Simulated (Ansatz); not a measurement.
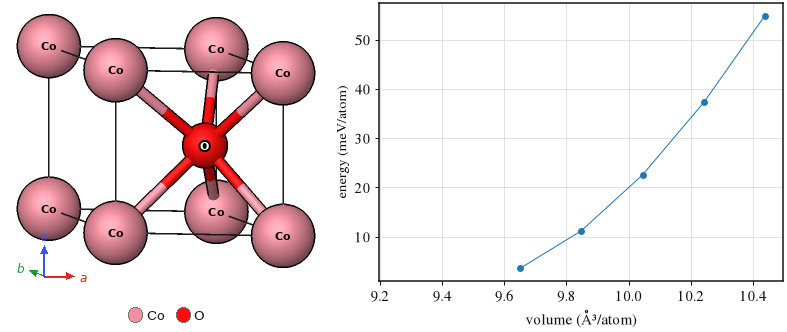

The figure shows the energy against volume for CoO, space group P-6m2 (No. 187) (cell built by us, not taken from a database). The conventional cell is drawn beside the plot.

Cell as given: a = 2.856 Å, b = 2.856 Å, c = 2.788 Å, α = 90.00°, β = 90.00°, γ = 120.00°; 2 atoms.

Method: plane-wave DFT, collinear spins; energies at scaled volumes of the given cell, shape and fractions fixed, counted from the fit's minimum, third-order Birch-Murnaghan fit (Ansatz 0.2.0). Level: PBE, collinear spin.

```json
{"setting": "k mesh", "value": "11×11×10"}
{"setting": "occupations", "value": "Fermi–Dirac"}
{"setting": "smearing width", "value": "0.05 eV"}
{"setting": "potentials", "value": "Ansatz PAW"}
{"setting": "wave cutoff", "value": "420 eV"}
{"setting": "density cutoff", "value": "1680 eV"}
```

The points at volume 9.26 Å³/atom and 9.45 Å³/atom are left out of the plot. What values does the calculation give there?

| volume (Å³/atom) | energy (meV/atom) |
| --- | --- |
| 9.26 | 1.45 |
| 9.45 | 0.13 |

Note: shape and atomic fractions are frozen while scaling, which makes layered, chain and framework solids too stiff.
